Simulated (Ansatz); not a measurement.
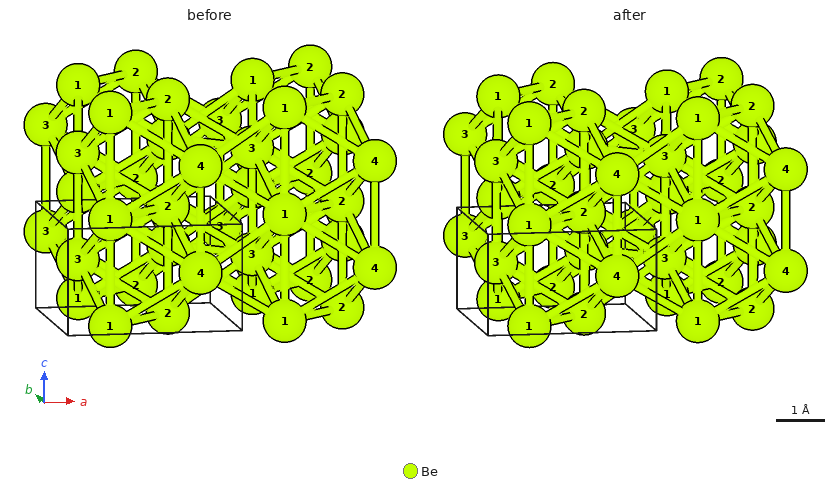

Left: a symmetric starting cell of Be. Right: the same structure after one change, at the same scale. The picture is a ball-and-stick view of the cell of the calculation, repeated 2 × 2 × 2 with one cell outlined, seen slightly off an axis.

Method: Ansatz, DFT PBEsol, scalar-relativistic, plane waves, PAW. Set-up: plane-wave cutoff 420 eV; k-point mesh 10 × 10 × 16; occupations gaussian; smearing width 0.1 eV; no spin polarisation.

Q: Which change leads from the left to the right?

A: The cell is strained by −4.9 % along c and −3.4 % across it (volume −11.2 %) and atoms are displaced by 0.03 Å relative to the cell: Be2 0.03 Å along [−2 −3 0]. No relaxation follows. The starting cell wasn't computed here and needn't be at equilibrium, so pressure and forces aren't due to the change alone.

Q: And its effect?

A: The pressure is 16.4 GPa (not all of it need come from the change, since the unchanged cell can be under pressure at this level too). The principal stresses (compression positive) are 17.7 GPa along c and 15.8 GPa across it. The largest forces, 0.33 eV/Å, act on Be1, Be2, Be3 and Be4; on Be3 it points along [3 −2 0]. Among the bonded contacts that change: Be–Be 2.147 → 2.017 Å, Be–Be 2.281 → 2.170 Å, Be–Be 2.222 → 2.139 to 2.151 Å. The space group (tolerance 0.01 Å) goes from P4_2/mnm (No. 136) to P4_2/m (No. 84).
